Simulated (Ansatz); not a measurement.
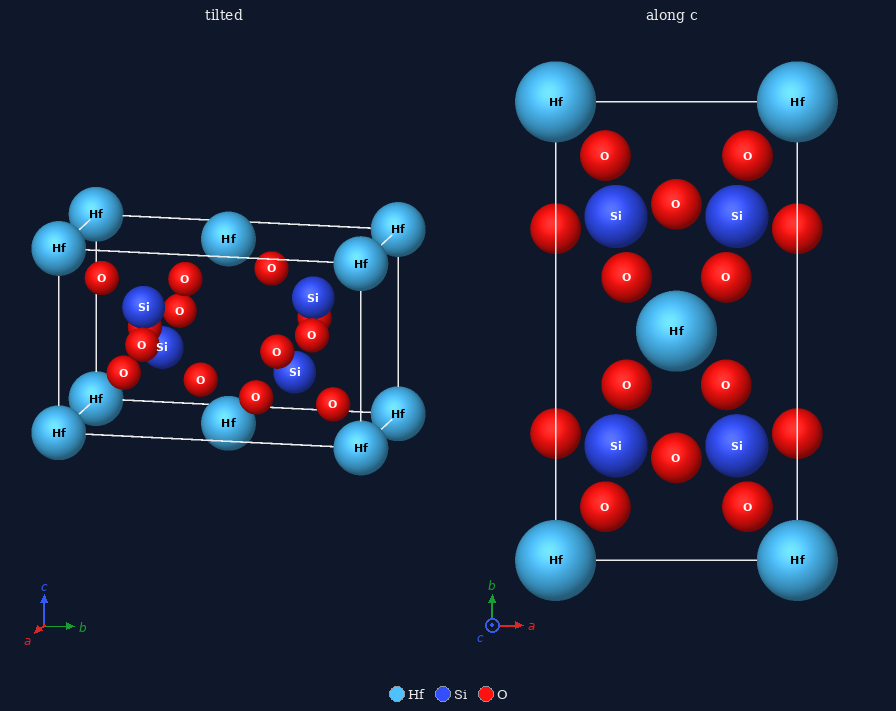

Structure drawing (spheres-only), viewed slightly off an axis and along the c axis. The parallelepiped is the conventional unit cell.

HfSi₂O₆, space group C222 (No. 21), a = 5.22 Å, b = 9.90 Å, c = 6.02 Å, α = 90.00°, β = 90.00°, γ = 90.00°.

Method used: DFT PBE, scalar-relativistic, plane waves, PAW (Ansatz). It ran with plane waves up to 420 eV, k-points about 0.26 Å⁻¹ apart, Gaussian smearing of 0.02 eV, no spin polarisation.

**Is it conducting or gapped at this level?**

An insulator at this level, with a gap of 4.94 eV on the k-mesh (the true edges may lie between mesh points, so the gap can be somewhat smaller).

Provenance: a structure type filled with these elements by a generator (whether the compound takes this form wasn't checked). The final geometry of a relaxation with DFT PBE, scalar-relativistic, plane waves, PAW in Ansatz 0.2.0 is shown.
